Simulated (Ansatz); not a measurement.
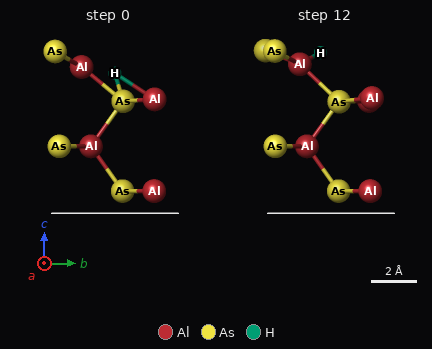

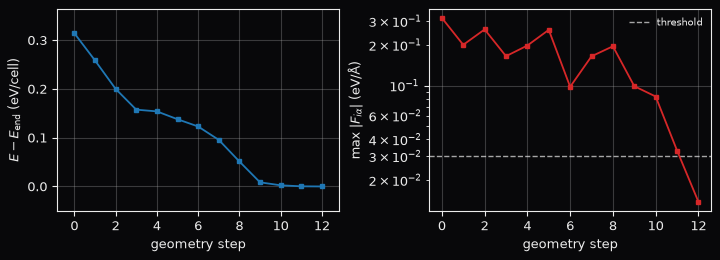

First and last geometry of a constrained relaxation of a slab of composition Al$_{8}$As$_{8}$H (cut from the F-43m phase), with the history of the run. The picture is a ball-and-stick view of the cell of the calculation, outlined in the plane, without the vacuum (origin shifted), seen along the a axis.

Case: H put at a hollow Al-As-Al site. The slab is the (1 1 0) face of AlAs with H on it. 8 atoms are held fixed.

Level of theory: DFT PBE+D3(BJ), scalar-relativistic, plane waves, PAW (Ansatz). (plane-wave cutoff 420 eV; k-point mesh 4 × 5 × 1; occupations gaussian; smearing width 0.05 eV; collinear spin; dipole correction; atoms relaxed in a fixed cell; force threshold 0.03 eV/Å; at most 70 steps)

Question: Did the run converge, and what did it change?

Answer: It converged. The energy falls by 0.314 eV per cell of the calculation in 12 geometry steps. The largest force component goes from 0.32 to 0.014 eV/Å. The atom that moves furthest is the H atom (1.04 Å at 27° to the normal (+c side)). Largest moves by element: H 1.04 Å, As 0.26 Å, Al 0.21 Å. The lattice vectors keep their values. Near-neighbour distances that change, for instance: Al–H 2.119 → 3.065 Å, As–H 2.388 → 3.108 Å, Al–H 2.514 → 2.142 Å, Al–As 2.428 → 2.490 Å. Among the angles between lasting bonds that change: Al–As–Al 111.1° → 96.8°, As–Al–As 123.9° → 115.3°, As–Al–As 123.9° → 131.8°. The program noted that the starting moments weren't kept.

Limits of the set-up: the periodic images lie only 5.7 Å apart, so the values are limited by the cell's size.
